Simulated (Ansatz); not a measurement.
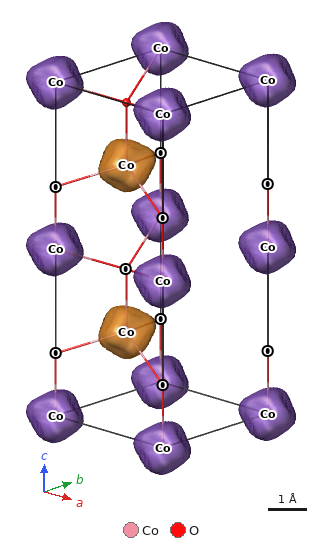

Figure. CoO. Isosurfaces of the spin density at +0.4 (orange) and −0.4 e/Å³ (purple), seen at an oblique angle. Sticks mark near contacts.

Space group P6₃mc; a structure from a database of computed crystals, not necessarily the ambient phase; the SCF solution may not be the lowest one; Hubbard U of 3.32 eV on Co d only; PAW files of the earlier set (soft_1); spin-polarised.

These are results of Ansatz 0.2.0, DFT PBE+U, scalar-relativistic, plane waves, PAW, not measurements.

In a PAW calculation such maps are meaningful between the atoms, not at the nuclei.

```
Co O
1.0
    -3.28607    0.00000    0.00000
    -1.64303   -2.84582    0.00000
     0.00000    0.00000   10.59229
Co O
4 4
Cartesian
  0.0000 0.0000 0.0028
  0.0000 0.0000 5.2989
  -1.6430 -0.9486 2.6508
  -1.6430 -0.9486 7.9470
  0.0000 0.0000 1.9833
  0.0000 0.0000 7.2794
  -1.6430 -0.9486 4.6314
  -1.6430 -0.9486 9.9275
```

Q: Where is the spin, and how is it ordered?

A: The spin density sits on Co: +2.4 μB (×2) and −2.4 μB (×2) in one cell of 8 atoms, with smaller moments on other sites: O (±0.09 μB): antiferromagnetic in this solution, which needn't be the ground state, with some nearest magnetic neighbours parallel and some opposed. The cell of the calculation (8 atoms) carries 0.0 μB of net spin moment.
